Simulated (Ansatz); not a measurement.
# MgO (Fm-3m):Se_O, thermodynamic levels from a 54-atom cell

Charge states of Se_O in MgO (Fm-3m), set against the band edges. Model: a cell of 54 host atoms with 1 O taken out and 1 Se put in.

Program: Ansatz 0.2.0. Level of theory: place-levels on r2SCAN runs: charge-transition levels and formation energies with image-charge correction and potential alignment at the atomic sites; PAW set soft_1. Results are calculated unless marked as measured.

Experimental background.

“Electronic structure of alkaline earth and post-transition metal oxides” (2009, arxiv:0908.1581) quotes from earlier work for MgO, rocksalt (bulk crystal): band gap (literature experimental gap) 7.83 eV [Literature value based on experiment; other listed experimental values range from 7.7 to …].

This is a report of a sequence of runs, with most program output left out.

## (1) The structure

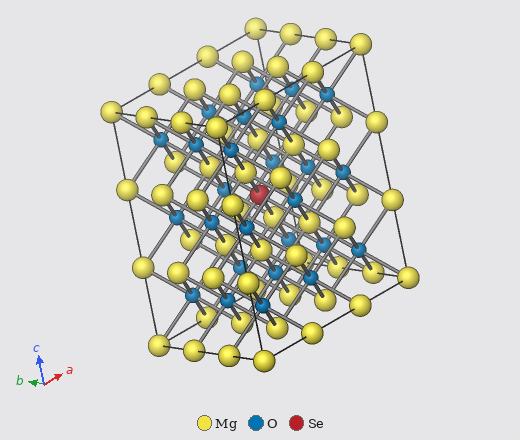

The cell as given, slightly off an axis (magnesium yellow, oxygen blue, selenium red). Bonds to atoms that aren't drawn are left out. Some periodic images of atoms are drawn too.

The cell holds 54 atoms: 27 Mg, 26 O and 1 Se. Cell: a = 8.925 Å, b = 8.925 Å, c = 8.925 Å, α = 60.0°, β = 60.0°, γ = 60.0°. It derives from MgO (space group Fm-3m). Nearest the centre at fractional (0.500, 0.500, 0.500): Se28 at 0.00 Å, Mg51 at 2.10 Å, Mg47 at 2.10 Å, Mg35 at 2.10 Å, Mg45 at 2.10 Å, Mg29 at 2.10 Å, Mg33 at 2.10 Å, O30 at 2.98 Å.

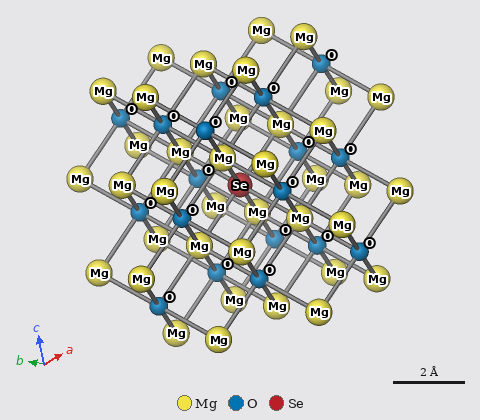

The atoms within 5 Å of the centre.

Known beforehand: the electronic dielectric constant, 3.24, and the static one, 10.37, from a response run on this crystal (DFPT, PBEsol) at that run's own cell.

The cell's shortest repeat is 8.9 Å.

## (2) What was run first

A transition level is the Fermi level at which two charge states cost the same, so each charge needs its own total energy, at its own relaxed structure.

Each atom starts 0.05 Å or so off its site in a random direction: a symmetric start keeps its symmetry, and would miss off-centre moves and Jahn–Teller distortions. Forces are taken at one point at (¼, ¼, ¼). The cell holds 1 electron more than the neutral one, with a uniform background that keeps it neutral on the whole. The electron count is odd, so at least one spin is unpaired; this run locks the moment at 1 μB.

The sampling was tested on the host first: at the k-points planned (1x1x1 shifted 0.25 0.25 0.25) its energy lies 0.020 eV an atom from the dense-mesh value, under the bound of 0.02 eV set for this test; that bounds the host's error, not the defect's.

One of the inputs; charge, spin and start change from state to state.

The input, qm1_M1.relax/input.yaml:

```yaml
crystal:
  lattice:
    - [0.0, 6.31124291, 6.31124291]
    - [6.31124291, 0.0, 6.31124291]
    - [6.31124291, 6.31124291, 0.0]
  atoms:
    - { symbol: Mg, position: [0.0, 0.0, 0.0] }
    - { symbol: O, position: [0.16666667, 0.16666667, 0.16666667] }
[... 7 atom lines left out ...]
    - { symbol: O, position: [0.16666667, 0.5, 0.5] }
[... 1 atom line left out ...]
    - { symbol: O, position: [0.16666667, 0.5, 0.83333333] }
[... 3 atom lines left out ...]
    - { symbol: O, position: [0.16666667, 0.83333333, 0.5] }
[... 4 atom lines left out ...]
    - { symbol: Mg, position: [0.33333333, 0.0, 0.33333333] }
    - { symbol: O, position: [0.5, 0.16666667, 0.5] }
[... 1 atom line left out ...]
    - { symbol: O, position: [0.5, 0.16666667, 0.83333333] }
[... 1 atom line left out ...]
    - { symbol: O, position: [0.5, 0.5, 0.16666667] }
[... 1 atom line left out ...]
    - { symbol: Se, position: [0.5, 0.5, 0.5] }
    - { symbol: Mg, position: [0.33333333, 0.33333333, 0.66666667] }
    - { symbol: O, position: [0.5, 0.5, 0.83333333] }
[... 1 atom line left out ...]
    - { symbol: O, position: [0.5, 0.83333333, 0.16666667] }
    - { symbol: Mg, position: [0.33333333, 0.66666667, 0.33333333] }
    - { symbol: O, position: [0.5, 0.83333333, 0.5] }
    - { symbol: Mg, position: [0.33333333, 0.66666667, 0.66666667] }
[... 4 atom lines left out ...]
    - { symbol: O, position: [0.83333333, 0.16666667, 0.5] }
[... 3 atom lines left out ...]
    - { symbol: O, position: [0.83333333, 0.5, 0.16666667] }
    - { symbol: Mg, position: [0.66666667, 0.33333333, 0.33333333] }
    - { symbol: O, position: [0.83333333, 0.5, 0.5] }
    - { symbol: Mg, position: [0.66666667, 0.33333333, 0.66666667] }
[... 3 atom lines left out ...]
    - { symbol: Mg, position: [0.66666667, 0.66666667, 0.33333333] }
[... 2 atom lines left out ...]
    - { symbol: O, position: [0.83333333, 0.83333333, 0.83333333] }
  host:
    repeats: [3, 3, 3]
    atoms:
      - { symbol: Mg, position: [0.0, 0.0, 0.0] }
      - { symbol: O, position: [0.5, 0.5, 0.5] }
total_charge: -1
basis:
  ecutwfc: 500
  xc_grid: 2
hamiltonian:
  xc: r2scan
  pseudopotentials: { kind: paw, azcp: { folder: soft_1 } }
kpoints:
  mp_grid: { grid: [1, 1, 1], shift: [0.25, 0.25, 0.25] }
magnetization:
  spin_polarized: true
  initial_magnetization: 1
  spin_locking: { lock_magnetization: hard }
scf:
  occupations: { method: fixed }
  max_iter: 100
output:
  forces: true
  charged_corrections:
    epsilon: 3.24
    static_epsilon: 10.37
    defect_position: [0.5, 0.5, 0.5]
relax:
  f_tol: 0.02
  max_steps: 80
  random_displacement: { amplitude: 0.05, seed: 7937 }
checkpoint:
  write: "../qm1_M1.relax.run"
  compress: false
  write_wavefunctions: true
  write_every: 100000
```

Run with:

```
$ ansatz run input.yaml --threads 4 --pin off --max-ram 7536MiB --backend cpu --events-out ev --progress --plain --runs-dir out
```

Defect states can disperse in a cell of this size, so the energy is taken again at a 2×2×2 shifted mesh, on the relaxed structure.

The run of this state that the levels use, under r2SCAN:

The input, qm1_M1.point/input.yaml:

```yaml
crystal:
  checkpoint: "../qm1_M1.relax.run"
  host: checkpoint
total_charge: -1
basis:
  ecutwfc: 500
  xc_grid: 2
hamiltonian:
  xc: r2scan
  pseudopotentials: { kind: paw, azcp: { folder: soft_1 } }
kpoints:
  mp_grid: { grid: [2, 2, 2], shift: [0.5, 0.5, 0.5] }
magnetization:
  spin_polarized: true
  initial_magnetization: 1
  spin_locking: { lock_magnetization: hard }
scf:
  occupations: { method: fermi_dirac, width: 0.01 }
  max_iter: 100
output:
  forces: true
  eigenvalues: true
  charged_corrections:
    epsilon: 3.24
    static_epsilon: 10.37
    defect_position: [0.5, 0.5, 0.5]
  eigenstates: { localisation: true }
  populations: true
  efg: {}
  band_densities: [{ bands: [v1, v1] }, { bands: [c1, c1] }]
  write_density: true
  write_potential: true
  volumetric_format: npy
  elf: true
checkpoint:
  read: "../qm1_M1.relax.run"
  write: "../qm1_M1.point.run"
  compress: false
  write_wavefunctions: false
  write_every: 100000
```

Relaxations under r2SCAN at one point at (¼, ¼, ¼); times on 4 threads of Arm Neoverse V1, shared host:

| charge | moment (μB) | occupations | outcome | steps | largest displacement against the far atoms (Å) | time |
| --- | --- | --- | --- | --- | --- | --- |
| −1 | 1 | fixed | converged | 7 | 0.21 | 3.1 min |
| 0 | 0 | fixed | converged | 5 | 0.20 | 70 s |
| +1 | 1 | fixed | converged | 7 | 0.25 | 4.5 min |

Single points under r2SCAN at a 2×2×2 shifted mesh; times on 4 threads of Arm Neoverse V1, shared host:

| charge | moment (μB) | occupations | outcome | time |
| --- | --- | --- | --- | --- |
| −1 | 1 | fermi-dirac | converged | 2.8 min |
| 0 | 0 | fermi-dirac | converged | 72 s |
| +1 | 1 | fermi-dirac | converged | 3.5 min |

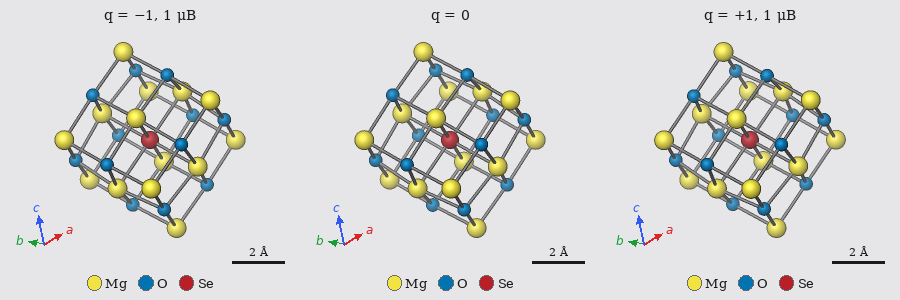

The structures near the centre after relaxation with r2SCAN, by charge.

Distances (Å) from Se28 to the nearest atoms after relaxation with r2SCAN:

| charge | moment (μB) | 1. | 2. | 3. | 4. | 5. | 6. |
| --- | --- | --- | --- | --- | --- | --- | --- |
| −1 | 1 | Mg 2.31 | Mg 2.31 | Mg 2.31 | Mg 2.31 | Mg 2.31 | Mg 2.31 |
| 0 | 0 | Mg 2.31 | Mg 2.31 | Mg 2.31 | Mg 2.31 | Mg 2.31 | Mg 2.31 |
| +1 | 1 | Mg 2.33 | Mg 2.33 | Mg 2.34 | Mg 2.34 | Mg 2.34 | Mg 2.34 |

## (3) Levels against the band edges, r2SCAN

A charged cell interacts with its images and the background, and its potential has another zero than the host's. place-levels removes the first by a point-charge model, screened by the static dielectric constant since the ions have relaxed around the charge, and the second by comparing potentials at atoms far from the defect.

The host is a run of the defect-free crystal in the same cutoffs, grids and k-points, so that basis and sampling errors cancel in part in the differences. The host is run in a cell of 2 atoms on a matching mesh. Its band edges are searched through the zone by a band path, so the gap is smaller than, or equal to, that on the mesh. Chemical potentials are energies per atom of O (O2 molecule) and Se (trigonal (grey) selenium), run with the same functional and cutoff.

The input, levels.point.yaml:

```yaml
host:
  run: host.point.run
states: [qm1_M1.point.run, q0.point.run, qp1_M1.point.run]
geometry_from:
  qm1_M1.point.run: qm1_M1.relax.run
  q0.point.run: q0.relax.run
  qp1_M1.point.run: qp1_M1.relax.run
chemical_potentials:
  O:
    energy: -565.989614
    dataset: <sha256 of the dataset>
  Se:
    energy: -5478.140172
    dataset: "<sha256 of the dataset>"
epsilon: 3.24
static_epsilon: 10.37
vertical:
  - { from: qm1_M1.point.run, to: qm1_M1.point_neutral.run }
  - { from: qp1_M1.point.run, to: qp1_M1.point_neutral.run }
```

Run with:

```
$ ansatz place-levels levels.point.yaml -- --threads 4 --pin off --max-ram 7536MiB
```

It took 0.35 s on 4 threads of Arm Neoverse V1, shared host.

Levels between the charges placed, in eV above the valence top:

|  | gap (eV) | (+1/0) | (0/−1) |
| --- | --- | --- | --- |
| r2SCAN | 5.68 | 0.52 | 5.72 |

Corrections by state:

| charge | moment (μB) | image terms and alignment (eV) | band filling (eV) | ε used | over the lowest of its charge, as the program ranks them, band filling apart (eV) |
| --- | --- | --- | --- | --- | --- |
| +1 | 1.0 | 0.653 | - | 10.37 | 0.000 |
| 0 | 0.0 | 0.000 | - | - | 0.000 |
| −1 | 1.0 | -0.252 | -1.336 | 10.37 | 0.000 |

The charged structures listed were also run neutral, and place-levels reads from each pair, by the potential or the spins, how wide the charge is by which they differ; that can be the carrier of either run.

| charge | rms radius (Å) | spread where it is widest against the cell (Å) | wide from (Å) | reading |
| --- | --- | --- | --- | --- |
| +1 | 2.3 | 1.67 | 1.26 | wide |
| −1 | 4.3 | 2.47 | 1.26 | wide |

The neutral runs of these pairs need not share the spin of the lowest neutral state, and very wide values only mean spread over the cell.

From the program's caveats on the states, each cut to its opening words:

- charge +1 (1 μB): it parts from the run at its places by a charge that spreads by about 1.7 Å along one vector (1.3 Å or more is wide), by its potential at epsilon 3.24, taken [...]
- charge +1 (1 μB), 0, −1 (1 μB): its alignment with the host at atomic sites is doubtful: the cell is too small to show whether the defect's potential has decayed: take a larger one
- charge +1 (1 μB): the host's ions (past the first shell or, of a walk that freed a part, those that it held) aren't shown at rest: they stand up to 0.053 Å off their sites, 0.92 [...]
- charge +1 (1 μB), −1 (1 μB): flagged: stability check not made
- charge −1 (1 μB): it parts from the run at its places by a charge that spreads by about 2.5 Å along one vector (1.3 Å or more is wide), by its potential at epsilon 3.24, taken [...]
- charge −1 (1 μB): a band-filling correction moves a carrier to the host's band edge, which changes its energy by -1.336 eV
- charge −1 (1 μB): its moments are held at its close (magnetization.spin_locking), by a field of 0.413 eV a Bohr magneton, and its energy and levels are of the state that this [...]

The host's formation energy from the elements is -2.963 eV per atom; it sets how far the chemical potentials can move.

Limit set by the element alone; other compounds of these elements are not counted. Chemical potentials from the elements' reference states: Mg 0.00 eV, O -5.93 eV, Se 0.00 eV. Formation energy by charge state (Mg-rich; gap 5.68 eV):

| charge | at valence top (eV) | at conduction bottom (eV) | correction included (eV) |
| --- | --- | --- | --- |
| +1 | 1.43 | 7.11 | 0.65 |
| 0 | 1.95 | 1.95 | 0.00 |
| −1 | 7.67 | 1.99 | -1.59 |

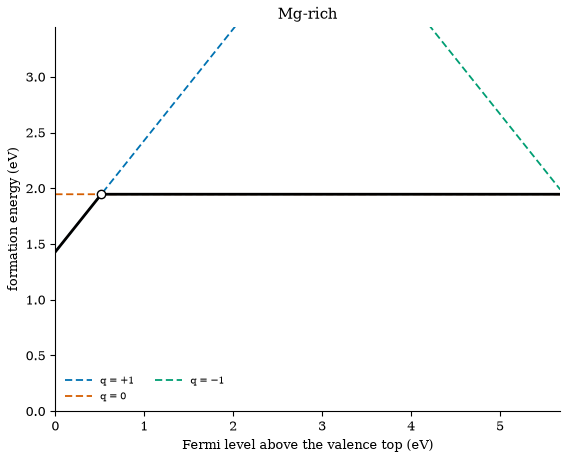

Formation energy against Fermi level; the thick line follows the lowest charge state and circles mark the transition levels.

Limit set by the element alone; other compounds of these elements are not counted. Chemical potentials from the elements' reference states: O 0.00 eV, Mg -5.93 eV, Se 0.00 eV. Formation energies (O-rich), with the Fermi level at the valence top and at the conduction bottom (gap 5.68 eV):

| charge | at valence top (eV) | at conduction bottom (eV) | correction included (eV) |
| --- | --- | --- | --- |
| +1 | 7.35 | 13.03 | 0.65 |
| 0 | 7.87 | 7.87 | 0.00 |
| −1 | 13.59 | 7.91 | -1.59 |

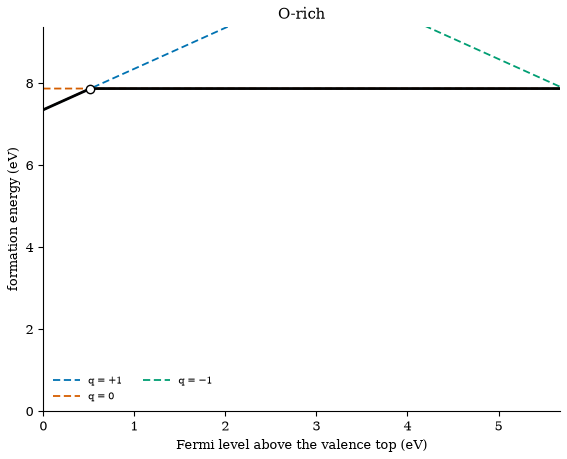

Formation energy against Fermi level; the thick line follows the lowest charge state and circles mark the transition levels.

## (4) The same at the relaxations' own k-points

The relaxations' own energies give the levels at their sampling, for comparison.

The input, levels.relax_mesh.yaml:

```yaml
host:
  run: host.relax.run
states: [qm1_M1.relax.run, q0.relax.run, qp1_M1.relax.run]
chemical_potentials:
  O:
    energy: -565.989614
    dataset: <sha256 of the dataset>
  Se:
    energy: -5478.140172
    dataset: "<sha256 of the dataset>"
```

Run with:

```
$ ansatz place-levels levels.relax_mesh.yaml -- --threads 4 --pin off --max-ram 7536MiB
```

Elapsed: 0.12 s, on 4 threads.

Levels between neighbouring charges, in eV above the valence top:

|  | gap (eV) | (+1/0) | (0/−1) |
| --- | --- | --- | --- |
| one point at (¼, ¼, ¼) | 5.66 | 0.64 | 5.71 |
| a 2×2×2 shifted mesh | 5.68 | 0.52 | 5.72 |

Going from one point at (¼, ¼, ¼) to a 2×2×2 shifted mesh moves the levels that carry no band-filling term by up to 0.12 eV and formation energies against the elements by up to 0.14 eV; band-filling terms, which differ between samplings, are in these energies.

## (5) Summary of results

| Item | Value |
| --- | --- |
| gap of the host | 5.68 eV (r2SCAN) |
| level (plus 1/0) | 0.52 eV above the valence top |
| level (0/minus 1) | 5.72 eV above the valence top, past the conduction bottom (7.06 eV above the valence top without the band-filling term) |
| lowest of the charges placed, just above the valence top (0.02 eV) | +1 |
| lowest of the charges placed, just below the conduction bottom (0.02 eV) | 0 |
| lowest formation energy at mid-gap of the charges run, Mg-rich | 1.95 eV |
| lowest formation energy at mid-gap of the charges run, O-rich | 7.87 eV |

What this shows: Of the charges placed (−1, 0 and +1), the lowest changes at 0.52 eV (+1/0) above the valence top, in a gap of 5.68 eV. (+1/0) lies nearer to a band edge than the share of the finite-size correction in it (0.65 eV), and that correction holds for a localised charge alone. Charges above +1 were not placed, so these runs say nothing of levels that involve them. States placed: +1 at 1 μB; 0 at 0 μB; −1 at 1 μB. Other spin states or structures, where not listed, weren't placed. The program finds carriers beyond a band edge of the host and adds a band-filling term at charge −1 (-1.34 eV); steps to such a charge show no bound level, and a defect level inside a band would be read the same way. Se is taken at its element; compounds, which aren't counted here, bound the chemical potentials and would shift these formation energies. Going from one point at (¼, ¼, ¼) to a 2×2×2 shifted mesh moves the levels that carry no band-filling term by up to 0.12 eV and formation energies against the elements by up to 0.14 eV; band-filling terms, which differ between samplings, are in these energies. The program doubts the alignment of potentials for at least one state, a sign that the cell is small. Limits: the images are only 8.9 Å apart; r2SCAN makes the gap too small and tends to spread out bound carriers; where a gas molecule sets a chemical potential or the host's formation energy, its binding is uncorrected; force components of up to 0.20 eV/Å remain in a run at the final settings.

Calculation against experiment:

```
                             quantity  measured           r2SCAN
band gap (least gap of the host) (eV)      7.83  5.68 (-2.15 eV)
```

Measured values from arxiv:0908.1581 (2009).

Verdict: The band gap is off by -2.15 eV: a clear miss. Local and semilocal functionals usually give gaps below the measured ones. Zero-point and thermal motion shift the measured gap.

[Logs are printed without paths, hosts, clocks, repeated set-up lines and the standing remarks that a program may print on its own settings, such as how far it seeks lower states.]

[Hosts, paths, dates, database ids (printed as entryN), source tags and the programs' standing remarks are cut or masked in the printed files.]

[Where a table of states has a column of steps, it counts the stored structures, which are thinned; the runs took as many ionic steps or more.]

[A defect's name tells the site on which it was built; relaxed atoms can leave that site.]

[For some hosts the program warned that the k-mesh of the response run may be too coarse for force constants and the static dielectric constant; such warnings are not shown here.]
